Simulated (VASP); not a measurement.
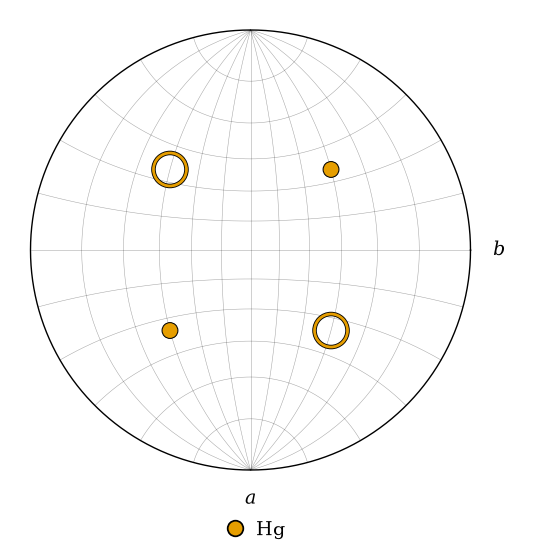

Crystal: HgSe, the geometry relaxed with VASP 6.6.1, VASP Kohn-Sham DFT of a periodic cell, HSE06, VASP PAW PBE potentials, recommended. Directions from one selenium atom at (1/4, 1/4, 1/4) to its bonded neighbours, in stereographic projection down c (filled: above the plane of the page or in it, open: below). The drawing is computed from the coordinates (standard cell, symmetry found to 0.002 Å).

Neighbours are counted up to 3.07 Å for Hg.

```yaml
crystal:
  lattice:
    - [6.19898, 0.00000, 0.00000]
    - [0.00000, 6.19898, 0.00000]
    - [0.00000, 0.00000, 6.19898]
  atoms:
    - { symbol: Hg, position: [0.00000, 0.00000, 0.00000] }
    - { symbol: Se, position: [0.25000, 0.25000, 0.25000] }
    - { symbol: Hg, position: [0.00000, 0.50000, 0.50000] }
    - { symbol: Se, position: [0.25000, 0.75000, 0.75000] }
    - { symbol: Hg, position: [0.50000, 0.00000, 0.50000] }
    - { symbol: Se, position: [0.75000, 0.25000, 0.75000] }
    - { symbol: Hg, position: [0.50000, 0.50000, 0.00000] }
    - { symbol: Se, position: [0.75000, 0.75000, 0.25000] }
```

How many neighbours are there, and at what angles?

4: 4 Hg at 2.68 Å. Angles between bonds: 109° (6×).

What is the site's symmetry in the crystal?

Point group -43m (Td), order 24: three −4 axes, four threefold axes, six mirror planes. In No. 216, F-43m this is Wyckoff position 4c.
